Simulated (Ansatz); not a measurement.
**A series of single points on Pt**

System: Pt (Fm-3m, 1 atom in the cell).
Method: DFT PBEsol, scalar-relativistic, plane waves, PAW, no spin polarisation (Ansatz 0.2.0).

The 6 runs differ only in the geometry, by an even scaling of the cell at fixed fractional positions. The structure derives from an entry of the Crystallography Open Database.

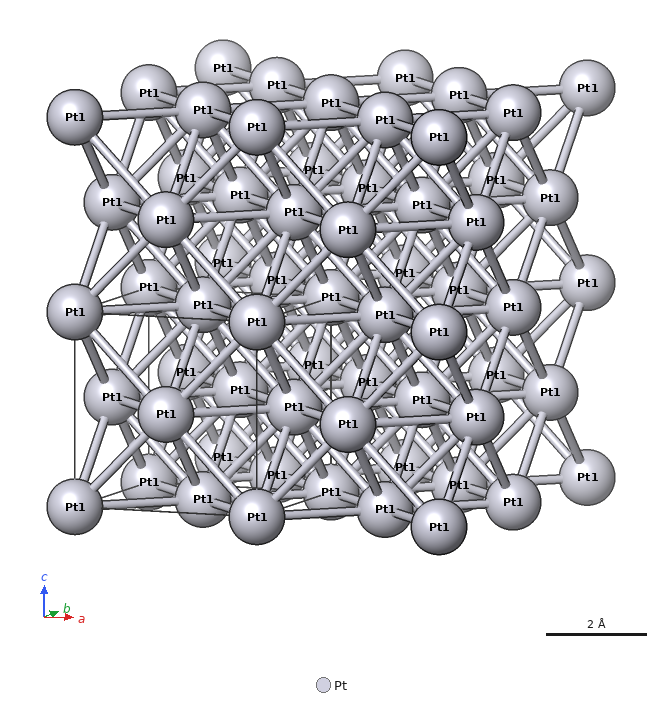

Figure 1. The structure of run 4 (ball-and-stick view of the cell 4 times as large as that of the calculation, set on its symmetry axes, repeated 2 × 2 × 2, seen slightly off an axis; atoms are numbered from 1 in the order of the input).

## Input of run 4
```yaml
crystal:
  lattice:
    - [0.0, 1.9784377249, 1.9784377249]
    - [1.9784377249, 0.0, 1.9784377249]
    - [1.9784377249, 1.9784377249, 0.0]
  atoms:
    - { symbol: Pt, position: [0.0, 0.0, 0.0] }
basis:
  ecutwfc: 420
kpoints:
  mp_grid: { grid: [18, 18, 18] }
hamiltonian:
  xc: pbesol
scf:
  occupations: { method: gaussian, width: 0.1 }
output:
  forces: true
  stress: true
  eigenvalues: true
```

Command:
```bash
ansatz run input.yaml --threads 1 --pin off --max-ram 2560MiB --backend cpu --events-out ev --progress --plain --runs-dir out
```

Run 2 differs from it as follows:
```diff
-    - [0.0, 1.9784377249, 1.9784377249]
-    - [1.9784377249, 0.0, 1.9784377249]
-    - [1.9784377249, 1.9784377249, 0.0]
+    - [0.0, 1.9190483973, 1.9190483973]
+    - [1.9190483973, 0.0, 1.9190483973]
+    - [1.9190483973, 1.9190483973, 0.0]
```

## Results, with one run withheld

```csv
run,volume per atom (Å³),"free energy per atom, from the lowest run given (meV)",pressure (GPa)
1,13.233,242.75,51.58
2,14.135,?,?
3,14.586,1.50,9.49
4,15.488,0.00,−7.85
5,15.939,31.49,−14.31
6,16.541,98.64,−21.15
```

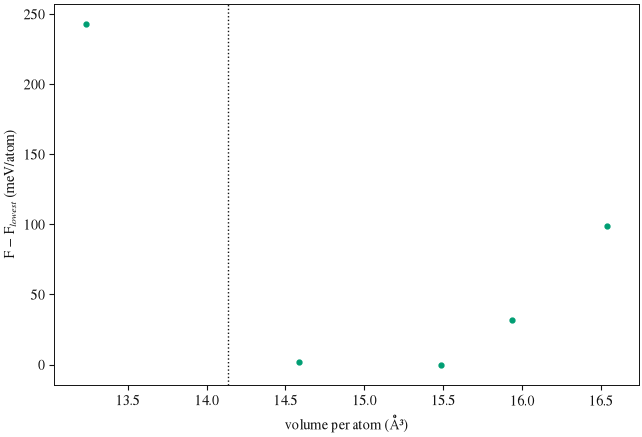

Figure 2. Free energy per atom of the runs given; the dotted line marks run 2.

What should run 2 give?

A cubic polynomial in V^(−2/3) (the Birch–Murnaghan form), fitted to the 5 runs given, misses them by at most 0.02 meV per atom. With x = V^(−2/3) − 0.16382 Å⁻², it reads F = −11.263 − 739.12 x + 1.1193e+06 x² + 4.7506e+06 x³ (meV per atom). At run 2 it gives 43.78 meV per atom, and the run itself gives 43.88. The slope of the fit gives a pressure −dF/dV of 20.94 GPa there, and the run prints 20.97 GPa. The fit has its minimum at 15.036 Å³ per atom, where V d²F/dV² gives 287 GPa: the bulk modulus at this level, since symmetry fixes the shape and the positions.

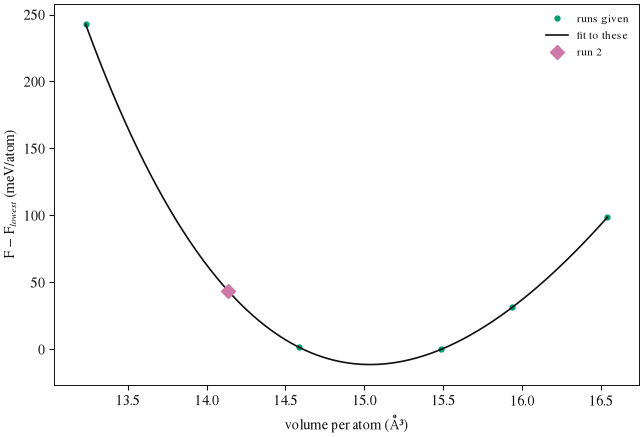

Figure 3. The fit and the withheld run.

## Output, shortened to warnings, some set-up lines, iterations and results (run 2)
```
Basis set: ecut = 420 eV, 283 PW (Γ), exchange–correlation on 40×40×40 points (8 copies of the dense FFT grid, shifted against one another)
Symmetry: 48 space group operations
k-points: 195 of 5832
Initial density: superposition of atomic densities (neutral atoms: chi_scale 0, normalization atom), corrected by the library's trained network
[...]
SCF iter   1: F=—  HF=-12383.767956 eV  |F-HF|=—  |Δ(HF+E_count)|=         —  Δρ=6.70e-3  dr2=4.84e-3  ethr=1.77e-3  ⟨swp⟩=5.0  Hψ=14127  notcnv=0
SCF iter   2: F=—  HF=-12383.766466 eV  |F-HF|=—  |Δ(HF+E_count)|=   1.49e-3  Δρ=3.14e-3  dr2=9.76e-4  ethr=2.69e-5  ⟨swp⟩=1.2  Hψ=4222  notcnv=0
SCF iter   3: F=—  HF=-12383.766228 eV  |F-HF|=—  |Δ(HF+E_count)|=   2.38e-4  Δρ=3.64e-4  dr2=7.41e-6  ethr=5.42e-6  ⟨swp⟩=2.0  Hψ=3454  notcnv=0
SCF iter   4: F=—  HF=-12383.766235 eV  |F-HF|=—  |Δ(HF+E_count)|=   6.71e-6  Δρ=7.46e-5  dr2=1.97e-7  ethr=4.12e-8  ⟨swp⟩=2.9  Hψ=4234  notcnv=0
SCF iter   5: F=-12383.766235 eV  HF=-12383.766235 eV  |F-HF|=5.32e-9  |Δ(HF+E_count)|=   9.72e-8  Δρ=8.89e-6  dr2=9.07e-9  ethr=1.10e-9  ⟨swp⟩=2.5  Hψ=4126  notcnv=0
SCF iter   6: F=-12383.766235 eV  HF=-12383.766235 eV  |F-HF|=1.82e-12  |Δ(HF+E_count)|=   1.74e-9  Δρ=6.38e-7  dr2=2.60e-11  ethr=5.04e-11  ⟨swp⟩=2.1  Hψ=7775  notcnv=0
SCF 1 converged in 6 iterations: F = -12383.766235 eV  dr2 = 2.60e-11
SCF converged after 6 iterations
Free energy (F): -12383.766235 eV
Harris-Foulkes:  -12383.766235 eV  (|F-HF|=1.82e-12)
Internal energy: -12383.756717 eV  (E = F + TS)
E sigma→0 (E₀):  -12383.761476 eV
Entropy (-TS):   -0.009518 eV (-9.518 meV/atom)
Fermi energy:    25.316581 eV
--- Per-component energies (eV) ---
  E_band       = -100.295418
  E_kinetic    = 640.800039
  E_local      = -1377.433727  (includes V_loc(G=0)·N_el)
  E_nonlocal   = 202.958232
  E_hartree    = 514.385176
  E_xc         = -261.577318
  E_vxc        = -304.050977  (∫ρ·V_xc dr)
  E_paw        = -9316.560022  (= ΣΔE_a)
  E_vpaw       = -291.339711  (= ΣTr[D̂ρ^β])
  E_aug_tail   = 0.000180  (compensation charges beyond the density's cutoff)
  E_ewald      = -2786.616258
  E_core_change = 0.286981  (= ΣΔE_core)
  E_smearing   = -0.009518  (= −TS)
  E_closure    = 0.000000  (closes the sum)
  Σ components = -12383.766235   (vs F -12383.766235, Δ=0.00e0)
--- Forces (eV/Å), atoms counted from 1 ---
  atom   1  Pt    -0.00000000     0.00000000     0.00000000
  max |Σ_I F_I| component: 1.15e-31 eV/Å
--- Stress (GPa, compression-positive) ---
       20.969836       0.000000      -0.000000
        0.000000      20.969836       0.000000
       -0.000000       0.000000      20.969836
  P = ⅓ Tr σ = 20.9698 GPa (209.698 kbar)
```

Notes: Spin–orbit coupling is left out, which matters for Pt.
